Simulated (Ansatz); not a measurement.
**Ga3O2: a trial structure relaxed**

Where does this trial cell of Ga3O2 go when cell and atoms are let free?

Program: Ansatz 0.2.0. Level of theory: DFT PBE, scalar-relativistic, plane waves, PAW. These are calculated values, not measurements.

## 1. The system as given

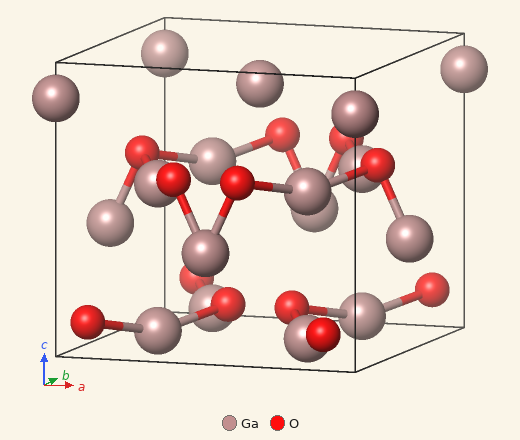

The starting structure, seen slightly off an axis (gallium pink, oxygen red). The cell drawn here is the conventional one.

As a file:

```
Ga O
1.0
     0.00000    3.63988    3.34758
     3.57786    0.00000    3.34758
     3.57786    3.63988    0.00000
Ga O
3 2
Direct
  0.12200 0.12200 0.87800
  0.43667 0.43667 0.06333
  0.93667 0.93667 0.56333
  0.77099 0.98426 0.22901
  0.98426 0.77099 0.01574
```

The cell is invented: random cell by space group and Wyckoff sites (Fmm2, No. 42). The dimensions are guesses.

## 2. Probe: one point on a coarse mesh

input.yaml reads:

```yaml
crystal:
  lattice:
    - [0.0, 3.63988166, 3.34758468]
    - [3.57785512, 0.0, 3.34758468]
    - [3.57785512, 3.63988166, 0.0]
  atoms:
    - { symbol: Ga, position: [0.12199687, 0.12199687, 0.87800313] }
    - { symbol: Ga, position: [0.43666646, 0.43666646, 0.06333354] }
    - { symbol: Ga, position: [0.93666646, 0.93666646, 0.56333354] }
    - { symbol: O, position: [0.77099208, 0.98426111, 0.22900792] }
    - { symbol: O, position: [0.98426111, 0.77099208, 0.01573889] }
basis:
  ecutwfc: 420
kpoints:
  mp_grid: { grid: [4, 4, 4] }
hamiltonian:
  xc: pbe
scf:
  occupations: { method: gaussian, width: 0.1 }
  lower_state_search: "off"
output:
  forces: true
  stress: true
  eigenvalues: true
```

Run with:

```bash
$ ansatz run input.yaml --threads 1 --pin off --max-ram 2560MiB --backend cpu --events-out ev --progress --plain --runs-dir out
```

What it wrote, cut to the lines that bear on the results:

```text
Warning: RAYON_NUM_THREADS=1 ignored (pool sized by the plan → 1); use --threads N
[...]
Pseudopotentials: kind: paw
Pseudopotential: Ga, paw, valence charge 13, recommended cutoff 420 eV (normal), Ga.paw.azcp
Pseudopotential: O, paw, valence charge 6, recommended cutoff 420 eV (normal), O.paw.azcp
Functional definition: PBE
[...]
Crystal: 5 atoms, lattice volume = 87.191 Å³
Basis set: ecut = 420 eV, 1705 PW (Γ), exchange–correlation on 72×72×72 points (8 copies of the dense FFT grid, shifted against one another)
Bands: 31, of which v1, the nominal top of the filled ones, is band 26 counted from 1 (25 counted from 0)
Symmetry: 4 space group operations
Space group: Fmm2 (ITA 42), of the structure as read, at distance tolerance 4.4e-5 Å
[...]
SCF converged after 7 iterations
Free energy (F): -12477.584025 eV
[...]
E sigma→0 (E₀):  -12477.579711 eV
Entropy (-TS):   -0.008629 eV (-1.726 meV/atom)
Fermi energy:    7.182436 eV
[...]
--- Forces (eV/Å), atoms counted from 1 ---
  atom   1  Ga     0.00000000     0.00000000     7.27790125
  atom   2  Ga    -0.00000000     0.00000000    -0.34928944
  atom   3  Ga     0.00000000     0.00000000    -0.34928944
  atom   4  O      3.78703290     0.00000000    -3.28986247
  atom   5  O     -3.78703290     0.00000000    -3.28986247
[...]
--- Stress (GPa, compression-positive) ---
       17.607234       0.000000       0.000000
        0.000000      14.126031       0.000000
        0.000000       0.000000      14.487453
  P = ⅓ Tr σ = 15.4069 GPa (154.069 kbar)
--- Band table (eV; the first three rows and the last of 18) ---
[...]
```

Run time: 5.9 s. Hardware: 1 thread of Intel Xeon Platinum 8259CL at 2.50GHz (Skylake/Cascade Lake), shared host; peak memory 0.37 GiB.

From the probe: pressure 15.4 GPa, largest force 7.28 eV/Å, gap on this mesh none (metal). A guess like this is first relaxed loosely on the coarse mesh.

## 3. Spin check on a coarse mesh

input.yaml, as its differences from that of step 2:

```diff
@@ -9,4 +9,4 @@
     - { symbol: Ga, position: [0.93666646, 0.93666646, 0.56333354] }
-    - { symbol: O, position: [0.77099208, 0.98426111, 0.22900792] }
-    - { symbol: O, position: [0.98426111, 0.77099208, 0.01573889] }
+    - { symbol: O, position: [0.77099208, 0.98426111, 0.22900792], spin: 1.0 }
+    - { symbol: O, position: [0.98426111, 0.77099208, 0.01573889], spin: 1.0 }
 basis:
@@ -24 +24,4 @@
   eigenvalues: true
+  populations: true
+magnetization:
+  spin_polarized: true
```

Run with:

```bash
$ ansatz run input.yaml --threads 1 --pin off --max-ram 2560MiB --backend cpu --events-out ev --progress --plain --runs-dir out
```

What it wrote, cut to the lines that bear on the results:

```text
[...]
SCF converged after 18 iterations
Magnetization: 0.0000 μB (25.5000 up, 25.5000 down)
Absolute magnetization: 0.0000 μB (∫|ρ↑−ρ↓|, with the PAW one-centre terms)
Spin contamination: 0.0000 ħ² per cell (⟨S²⟩ above its minimum at these occupations)
[...]
        0.000000      14.126459       0.000000
        0.000000       0.000000      14.487648
  P = ⅓ Tr σ = 15.4070 GPa (154.070 kbar)
--- Band table (eV; the first three rows and the last of 36) ---
[...]
--- Löwdin populations: 5 sites ---
  site symbol       q [e]    m [muB]
     0     Ga     12.7500     0.0000
     1     Ga     12.6986     0.0000
     2     Ga     12.6986     0.0000
     3      O      6.3543     0.0000
     4      O      6.3543     0.0000
  spilling = 0.002829 (of n_electrons = 51.000000)
```

Run time: 28 s. Hardware: 1 thread of Intel Xeon Platinum 8259CL at 2.50GHz (Skylake/Cascade Lake), shared host; peak memory 0.4 GiB.

By site:

```csv
atom,Löwdin electrons
Ga1,12.75
Ga2,12.70
Ga3,12.70
O4,6.35
O5,6.35
```

The same cell is solved with trial moments on O. The largest site moment that stays is 0.00 μB and the cell's total 0.00 μB. The workflow keeps spin only above 0.25 μB on a site, so the next run goes without spin.

## 4. Rough relaxation on the coarse mesh

input.yaml, as its differences from that of step 3:

```diff
@@ -9,4 +9,4 @@
     - { symbol: Ga, position: [0.93666646, 0.93666646, 0.56333354] }
-    - { symbol: O, position: [0.77099208, 0.98426111, 0.22900792], spin: 1.0 }
-    - { symbol: O, position: [0.98426111, 0.77099208, 0.01573889], spin: 1.0 }
+    - { symbol: O, position: [0.77099208, 0.98426111, 0.22900792] }
+    - { symbol: O, position: [0.98426111, 0.77099208, 0.01573889] }
 basis:
@@ -24,4 +24,6 @@
   eigenvalues: true
-  populations: true
-magnetization:
-  spin_polarized: true
+relax:
+  adjacent_minimum: "off"
+  f_tol: 0.04
+  max_steps: 70
+  cell: { stress_tol: 0.4 }
```

Run with:

```bash
$ ansatz run input.yaml --threads 1 --pin off --max-ram 2560MiB --backend cpu --events-out ev --progress --plain --runs-dir out
```

What it wrote:

```text
Warning: RAYON_NUM_THREADS=1 ignored (pool sized by the plan → 1); use --threads N
Engine: ansatz 0.2.0, x86_64-unknown-linux-gnu
[... 4 set-up lines as earlier in the session ...]
  parameter kappa = 0.804
  parameter beta = 0.06672455060314922
  exchange = pbe_x(kappa = kappa, mu = beta*pi^2/3)
  correlation = pbe_c(beta = beta)
Crystal: 5 atoms, lattice volume = 87.191 Å³
Basis set: ecut = 420 eV, 1705 PW (Γ), exchange–correlation on 72×72×72 points (8 copies of the dense FFT grid, shifted against one another)
Bands: 31, of which v1, the nominal top of the filled ones, is band 26 counted from 1 (25 counted from 0)
[... 2 set-up lines as earlier in the session ...]
k-points: 18 of 64 (time reversal used)
Non-local potential: Ga, projectors of the file, l = 0: 2, l = 1: 2, l = 2: 3, l = 3: 1
Non-local potential: O, projectors of the file, l = 0: 2, l = 1: 2, l = 2: 1
PAW form: soft (Blöchl's): semilocal exchange-correlation on the pseudo side does not see the compensation charge
PAW one-centre angular grid: Ga, 590 points (default); XC on 64 Gauss nodes
PAW one-centre angular grid: O, 110 points (default); XC on 64 Gauss nodes
Initial density: superposition of atomic densities (neutral atoms: chi_scale 0, normalization atom), corrected by the library's trained network
Initial wavefunctions: pseudopotential atomic-orbital guess
Functional: x = pbe(κ = 0.804, μ = 0.2195149727645171), c = pbe(β = 0.06672455060314922)
SCF iter   1: F=—  HF=-12477.599988 eV  |F-HF|=—  |Δ(HF+E_count)|=         —  Δρ=1.00e-2  dr2=7.37e-2  ethr=1.77e-3  ⟨swp⟩=5.5  Hψ=2140  notcnv=0
preconditioner: auto → LDOS  [metal: Δε(μ)=0.072 eV  Ē_g=14.938 eV  σ=0.100 eV  W_gap=0.37  n_scr=18 (ndim 8)  ℏωp=28.4 eV  f_vac=0.054  D(μ)=1.44/eV (n_scr^D=10)  β→1.0]
SCF iter   2: F=—  HF=-12477.586493 eV  |F-HF|=—  |Δ(HF+E_count)|=   1.35e-2  Δρ=3.73e-3  dr2=7.27e-3  ethr=1.44e-4  ⟨swp⟩=2.0  Hψ=1246  notcnv=0  defer=14
SCF iter   3: F=—  HF=-12477.584608 eV  |F-HF|=—  |Δ(HF+E_count)|=   1.88e-3  Δρ=1.31e-3  dr2=1.15e-3  ethr=1.43e-5  ⟨swp⟩=2.0  Hψ=1006  notcnv=0  defer=14
SCF iter   4: F=—  HF=-12477.584080 eV  |F-HF|=—  |Δ(HF+E_count)|=   5.28e-4  Δρ=4.78e-4  dr2=1.29e-4  ethr=2.25e-6  ⟨swp⟩=2.0  Hψ=986  notcnv=0  defer=14
SCF iter   5: F=—  HF=-12477.584024 eV  |F-HF|=—  |Δ(HF+E_count)|=   5.66e-5  Δρ=9.34e-5  dr2=9.15e-6  ethr=2.53e-7  ⟨swp⟩=2.0  Hψ=996  notcnv=0  defer=14
SCF iter   6: F=—  HF=-12477.584025 eV  |F-HF|=—  |Δ(HF+E_count)|=   1.07e-6  Δρ=2.73e-5  dr2=7.24e-7  ethr=1.79e-8  ⟨swp⟩=2.0  Hψ=701  notcnv=0  defer=14
SCF iter   7: F=-12477.584025 eV  HF=-12477.584025 eV  |F-HF|=1.62e-8  |Δ(HF+E_count)|=   8.01e-7  Δρ=8.36e-6  dr2=5.34e-8  ethr=1.96e-10  ⟨swp⟩=8.6  Hψ=2519  notcnv=0
SCF 1 converged in 7 iterations: F = -12477.584025 eV  dr2 = 5.34e-8
relax step   1: F+E_penalty+E_count = -12477.58402543 eV  Δ(F+E_penalty+E_count) = +0.000e0 eV  max|allowed force component| = 7.278e0 eV/Å  Δτ_max = 0.0000 Å  P = +15.407 GPa  Ω = 87.191 Å³  (7 SCF iters, dr2 threshold 1.00e-7 eV, accepted)
[... from here on, the SCF cycles and remarks between the steps are left out ...]
relax step   2: F+E_penalty+E_count = -12478.71220861 eV  Δ(F+E_penalty+E_count) = -1.128e0 eV  max|allowed force component| = 4.160e0 eV/Å  Δτ_max = 0.1547 Å  P = +7.535 GPa  Ω = 88.175 Å³  energy of the carried Pulay correction = -1.916e-3 eV  (7 SCF iters, dr2 threshold 5.00e-7 eV, accepted)
relax step   3: F+E_penalty+E_count = -12479.43526575 eV  Δ(F+E_penalty+E_count) = -7.231e-1 eV  max|allowed force component| = 1.825e0 eV/Å  Δτ_max = 0.1948 Å  P = +1.113 GPa  Ω = 88.692 Å³  energy of the carried Pulay correction = -2.915e-3 eV  (8 SCF iters, dr2 threshold 5.00e-7 eV, accepted)
relax step   4: F+E_penalty+E_count = -12479.94210896 eV  Δ(F+E_penalty+E_count) = -5.068e-1 eV  max|allowed force component| = 1.488e0 eV/Å  Δτ_max = 0.1749 Å  P = -1.923 GPa  Ω = 85.909 Å³  energy of the carried Pulay correction = +2.529e-3 eV  (7 SCF iters, dr2 threshold 5.00e-7 eV, accepted)
relax step   5: F+E_penalty+E_count = -12480.42470920 eV  Δ(F+E_penalty+E_count) = -4.826e-1 eV  max|allowed force component| = 2.084e0 eV/Å  Δτ_max = 0.0768 Å  P = -1.057 GPa  Ω = 81.287 Å³  energy of the carried Pulay correction = +1.197e-2 eV  (8 SCF iters, dr2 threshold 5.00e-7 eV, accepted)
relax step   6: F+E_penalty+E_count = -12481.15339062 eV  Δ(F+E_penalty+E_count) = -7.287e-1 eV  max|allowed force component| = 1.374e0 eV/Å  Δτ_max = 0.1987 Å  P = -3.820 GPa  Ω = 80.169 Å³  energy of the carried Pulay correction = +1.433e-2 eV  (9 SCF iters, dr2 threshold 5.00e-7 eV, accepted)
relax step   7: F+E_penalty+E_count = -12481.65277652 eV  Δ(F+E_penalty+E_count) = -4.994e-1 eV  max|allowed force component| = 1.116e0 eV/Å  Δτ_max = 0.1978 Å  P = -1.478 GPa  Ω = 81.537 Å³  energy of the carried Pulay correction = +1.145e-2 eV  (7 SCF iters, dr2 threshold 5.00e-7 eV, accepted)
relax step   8: F+E_penalty+E_count = -12481.84872120 eV  Δ(F+E_penalty+E_count) = -1.959e-1 eV  max|allowed force component| = 8.732e-1 eV/Å  Δτ_max = 0.1114 Å  P = -1.361 GPa  Ω = 84.582 Å³  energy of the carried Pulay correction = +5.188e-3 eV  (7 SCF iters, dr2 threshold 5.00e-7 eV, accepted)
relax step   9: F+E_penalty+E_count = -12482.12602910 eV  Δ(F+E_penalty+E_count) = -2.773e-1 eV  max|allowed force component| = 8.189e-1 eV/Å  Δτ_max = 0.0901 Å  P = -1.401 GPa  Ω = 86.911 Å³  energy of the carried Pulay correction = +5.497e-4 eV  (7 SCF iters, dr2 threshold 5.00e-7 eV, accepted)
relax step  10: F+E_penalty+E_count = -12482.44430919 eV  Δ(F+E_penalty+E_count) = -3.183e-1 eV  max|allowed force component| = 6.586e-1 eV/Å  Δτ_max = 0.0900 Å  P = -1.293 GPa  Ω = 88.498 Å³  energy of the carried Pulay correction = -2.541e-3 eV  (7 SCF iters, dr2 threshold 5.00e-7 eV, accepted)
relax step  11: F+E_penalty+E_count = -12482.77699744 eV  Δ(F+E_penalty+E_count) = -3.327e-1 eV  max|allowed force component| = 3.827e-1 eV/Å  Δτ_max = 0.0894 Å  P = -1.430 GPa  Ω = 88.942 Å³  energy of the carried Pulay correction = -3.395e-3 eV  (8 SCF iters, dr2 threshold 5.00e-7 eV, accepted)
relax step  12: F+E_penalty+E_count = -12483.08597266 eV  Δ(F+E_penalty+E_count) = -3.090e-1 eV  max|allowed force component| = 3.327e-1 eV/Å  Δτ_max = 0.1005 Å  P = -1.825 GPa  Ω = 87.495 Å³  energy of the carried Pulay correction = -5.947e-4 eV  (8 SCF iters, dr2 threshold 5.00e-7 eV, accepted)
relax step  13: F+E_penalty+E_count = -12483.29931194 eV  Δ(F+E_penalty+E_count) = -2.133e-1 eV  max|allowed force component| = 8.650e-1 eV/Å  Δτ_max = 0.0752 Å  P = +0.461 GPa  Ω = 84.965 Å³  energy of the carried Pulay correction = +4.416e-3 eV  (7 SCF iters, dr2 threshold 5.00e-7 eV, accepted)
relax step  14: F+E_penalty+E_count = -12483.50438922 eV  Δ(F+E_penalty+E_count) = -2.051e-1 eV  max|allowed force component| = 3.724e-1 eV/Å  Δτ_max = 0.0518 Å  P = -0.454 GPa  Ω = 82.596 Å³  energy of the carried Pulay correction = +9.243e-3 eV  (7 SCF iters, dr2 threshold 5.00e-7 eV, accepted)
relax step  15: F+E_penalty+E_count = -12483.52290226 eV  Δ(F+E_penalty+E_count) = -1.851e-2 eV  max|allowed force component| = 7.547e-1 eV/Å  Δτ_max = 0.0505 Å  P = +2.312 GPa  Ω = 79.580 Å³  energy of the carried Pulay correction = +1.559e-2 eV  (6 SCF iters, dr2 threshold 5.00e-7 eV, accepted)
relax step  16: F+E_penalty+E_count = -12483.56130337 eV  Δ(F+E_penalty+E_count) = -3.840e-2 eV  max|allowed force component| = 2.559e-1 eV/Å  Δτ_max = 0.0967 Å  P = -0.037 GPa  Ω = 79.157 Å³  energy of the carried Pulay correction = +1.650e-2 eV  (7 SCF iters, dr2 threshold 5.00e-7 eV, accepted)
relax step  17: F+E_penalty+E_count = -12483.56406382 eV  Δ(F+E_penalty+E_count) = -2.760e-3 eV  max|allowed force component| = 1.626e-1 eV/Å  Δτ_max = 0.0811 Å  P = -1.079 GPa  Ω = 80.571 Å³  energy of the carried Pulay correction = +1.348e-2 eV  (6 SCF iters, dr2 threshold 5.00e-7 eV, accepted)
relax step  18: F+E_penalty+E_count = -12483.57343660 eV  Δ(F+E_penalty+E_count) = -9.373e-3 eV  max|allowed force component| = 2.663e-2 eV/Å  Δτ_max = 0.0146 Å  P = +0.052 GPa  Ω = 79.953 Å³  energy of the carried Pulay correction = +1.479e-2 eV  (5 SCF iters, dr2 threshold 5.00e-7 eV, accepted)
relax step  19: F+E_penalty+E_count = -12483.70392740 eV  Δ(F+E_penalty+E_count) = -1.305e-1 eV  max|allowed force component| = 3.384e-2 eV/Å  Δτ_max = 0.0000 Å  P = +1.825 GPa  Ω = 79.953 Å³  stress off target by 5.11e0 GPa  SCF on the basis re-selected at this cell (its energy is not comparable with the rows above)  (8 SCF iters)
relax step  20: F+E_penalty+E_count = -12483.76294010 eV  Δ(F+E_penalty+E_count) = -5.901e-2 eV  max|allowed force component| = 7.341e-2 eV/Å  Δτ_max = 0.0250 Å  P = +1.086 GPa  Ω = 79.861 Å³  energy of the carried Pulay correction = +2.951e-4 eV  (6 SCF iters, dr2 threshold 5.00e-7 eV, accepted)
relax step  21: F+E_penalty+E_count = -12483.76254069 eV  Δ(F+E_penalty+E_count) = +3.994e-4 eV  max|allowed force component| = 2.160e-1 eV/Å  Δτ_max = 0.0304 Å  P = -0.431 GPa  Ω = 81.899 Å³  energy of the carried Pulay correction = -4.158e-3 eV  (7 SCF iters, dr2 threshold 5.00e-7 eV, accepted)
relax step  22: F+E_penalty+E_count = -12483.77026389 eV  Δ(F+E_penalty+E_count) = -7.723e-3 eV  max|allowed force component| = 7.293e-3 eV/Å  Δτ_max = 0.0148 Å  P = -0.023 GPa  Ω = 80.935 Å³  energy of the carried Pulay correction = -2.071e-3 eV  (6 SCF iters, dr2 threshold 5.00e-7 eV, accepted)
relax step  23: F+E_penalty+E_count = -12483.77674490 eV  Δ(F+E_penalty+E_count) = -6.481e-3 eV  max|allowed force component| = 7.100e-3 eV/Å  Δτ_max = 0.0000 Å  P = +0.094 GPa  Ω = 80.935 Å³  stress off target by 3.57e-1 GPa  SCF on the basis re-selected at this cell (its energy is not comparable with the rows above)  (7 SCF iters)
basis re-selected at this cell: Δ(F+E_penalty+E_count) = -6.481e-3 eV, ΔP = +0.117 GPa vs the last step (what re-selecting the basis moved, of the pressure what is left beyond the Pulay correction that the steps carried, after the strain that the cell walked since its last selection, with what the two solves' SCF thresholds leave and, on support functions, any second-order correction that the steps lacked; it is no measure of the basis error at this ecutwfc). This SCF's stress stands 3.57e-1 GPa from its target on what of the cell is left free (relax.cell.stress_tol is 4.00e-1 GPa) and its largest allowed force component is 7.10e-3 eV/Å (relax.f_tol is 4.00e-2 eV/Å): within both
SCF converged after 7 iterations
Free energy (F): -12483.776745 eV
Harris-Foulkes:  -12483.776745 eV  (|F-HF|=5.75e-10)
Internal energy: -12483.772402 eV  (E = F + TS)
E sigma→0 (E₀):  -12483.774573 eV
Entropy (-TS):   -0.004343 eV (-0.869 meV/atom)
Fermi energy:    7.297263 eV
--- Per-component energies (eV) ---
  E_band       = -217.885110
  E_kinetic    = 693.610698
  E_local      = -6909.351311  (includes V_loc(G=0)·N_el)
  E_nonlocal   = 1374.472489
  E_hartree    = 3146.758424
  E_xc         = -351.989400
  E_vxc        = -358.509305  (∫ρ·V_xc dr)
  E_paw        = -6286.358369  (= ΣΔE_a)
  E_vpaw       = -1311.629219  (= ΣTr[D̂ρ^β])
  E_aug_tail   = 0.004558  (compensation charges beyond the density's cutoff)
  E_ewald      = -4150.919492
  E_smearing   = -0.004343  (= −TS)
  E_closure    = -0.000000  (closes the sum)
  Σ components = -12483.776745   (vs F -12483.776745, Δ=0.00e0)
--- Forces (eV/Å), atoms counted from 1 ---
  atom   1  Ga     0.00000000     0.00000000     0.00003130
  atom   2  Ga     0.00000000     0.00000000     0.00708477
  atom   3  Ga     0.00000000     0.00000000     0.00708477
  atom   4  O      0.00500653     0.00000000    -0.00709973
  atom   5  O     -0.00500653     0.00000000    -0.00709973
  max |Σ_I F_I| component: 1.37e-6 eV/Å
--- Stress (GPa, compression-positive) ---
       -0.010890       0.000000       0.000000
        0.000000      -0.063904       0.000000
        0.000000       0.000000       0.356751
  P = ⅓ Tr σ = 0.0940 GPa (0.940 kbar)
--- Band table (eV; the first three rows and the last of 18) ---
  k-point 0: bands = ["-12.2675", "-11.5982", "-7.6018", "-7.5246", "-7.4925", "-7.4755", "-7.4725", "-7.4313", "-7.3834", "-7.3670", "-7.3217", "-7.2693", "-7.2457", "-7.2373", "-7.2210", "-7.1590", "-6.5458", "0.0571", "0.6821", "0.8663", "1.8067", "3.4535", "3.5833", "4.5671", "7.1934", "7.4027", "9.8524", "10.9750", "11.2335", "11.3456", "13.0602"]
[... 3 lines left out ...]
--- Relaxed structure (21 steps of the walk, 21 accepted, 2 SCFs on fresh bases) ---
  F+E_penalty+E_count = -12483.77674490 eV   max|allowed force component| = 7.100e-3 eV/Å   (the final SCF, on the basis selected at the relaxed cell)
  cell:  # Å, volume = 80.9348 Å³
    - [0.0, 2.985511848255503, 4.254926231776435]
    - [3.1856243677187046, 0.0, 4.254926231776435]
    - [3.1856243677187046, 2.985511848255503, 0.0]
  atoms:
    - { symbol: Ga, position: [0.13928101979395394, 0.13928101979395394, 0.8607189802060461] }
    - { symbol: Ga, position: [0.3315361962111648, 0.3315361962111648, 0.1684638037888352] }
    - { symbol: Ga, position: [0.8315361962111653, 0.8315361962111648, 0.668463803788835] }
    - { symbol: O, position: [0.7587977405812085, 1.1894318272025073, 0.2412022594187916] }
    - { symbol: O, position: [1.1894318272025077, 0.7587977405812082, -0.1894318272025074] }
```

Run time: 3.1 min. Hardware: 1 thread of Intel Xeon Platinum 8259CL at 2.50GHz (Skylake/Cascade Lake), shared host; peak memory 0.41 GiB.

Relaxation path:

| step | energy from step 1 (eV/cell) | largest force component (eV/Å) | pressure (GPa) | volume (Å³) |
| --- | --- | --- | --- | --- |
| 1 | 0.0000 | 7.2780 | 15.41 | 87.19 |
| 2 | -1.1282 | 4.1601 | 7.54 | 88.17 |
| 3 | -1.8512 | 1.8246 | 1.11 | 88.69 |
| 4 | -2.3581 | 1.4881 | -1.92 | 85.91 |
| 5 | -2.8407 | 2.0840 | -1.06 | 81.29 |
| 6 | -3.5694 | 1.3738 | -3.82 | 80.17 |
| 7 | -4.0688 | 1.1158 | -1.48 | 81.54 |
| 8 | -4.2647 | 0.8732 | -1.36 | 84.58 |
| 9 | -4.5420 | 0.8189 | -1.40 | 86.91 |
| 10 | -4.8603 | 0.6586 | -1.29 | 88.50 |
| 11 | -5.1930 | 0.3827 | -1.43 | 88.94 |
| 12 | -5.5019 | 0.3327 | -1.82 | 87.50 |
| 13 | -5.7153 | 0.8650 | 0.46 | 84.96 |
| 14 | -5.9204 | 0.3724 | -0.45 | 82.60 |
| 15 | -5.9389 | 0.7547 | 2.31 | 79.58 |
| 16 | -5.9773 | 0.2559 | -0.04 | 79.16 |
| 17 | -5.9800 | 0.1626 | -1.08 | 80.57 |
| 18 | -5.9894 | 0.0266 | 0.05 | 79.95 |
| 19 | -6.1199 | 0.0338 | 1.82 | 79.95 |
| 20 | -6.1789 | 0.0734 | 1.09 | 79.86 |
| 21 | -6.1785 | 0.2160 | -0.43 | 81.90 |
| 22 | -6.1862 | 0.0073 | -0.02 | 80.93 |
| 23 | -6.1927 | 0.0071 | 0.09 | 80.93 |

Step 1 is the start. Steps 19, 23 each repeat the geometry before them on a plane-wave basis chosen anew, so the energy can jump there without any move.

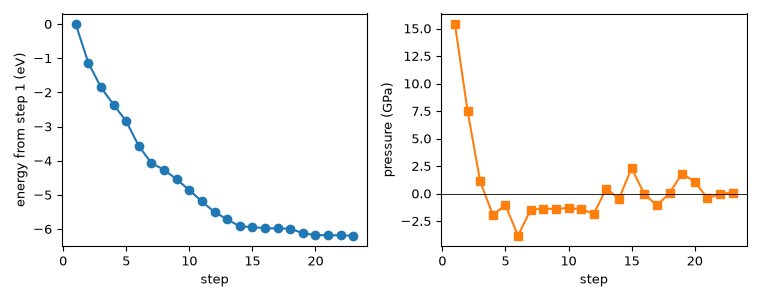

Energy and pressure along the relaxation.

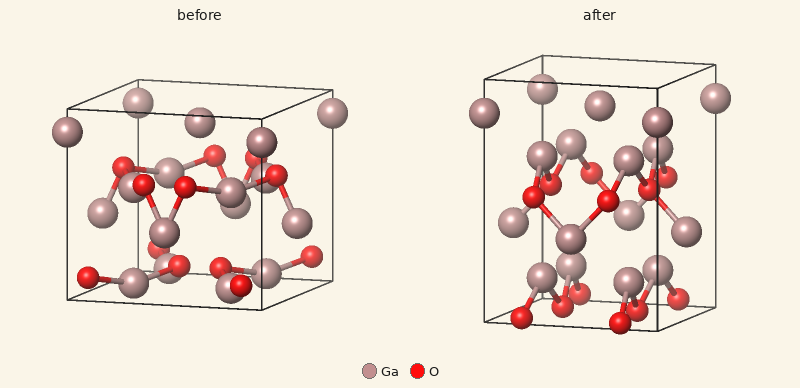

The structure before (left) and after (right) the relaxation, drawn at the same scale.

Lengths and angles in the start's conventional setting:

|  | before | after | change |
| --- | --- | --- | --- |
| a (Å) | 7.156 | 6.371 | -11.0 % |
| b (Å) | 7.280 | 5.971 | -18.0 % |
| c (Å) | 6.695 | 8.510 | +27.1 % |
| volume (Å³/atom) | 17.44 | 16.19 | -7.2 % |
| shortest distance (Å) | 1.526 | 1.936 | +26.9 % |
| space group (0.01 Å) | Fmm2 | Fmm2 | same |

Forces and stress were held to the start's 4 operations: a distortion of lower symmetry was not tested.

[end of part 1 of 2]
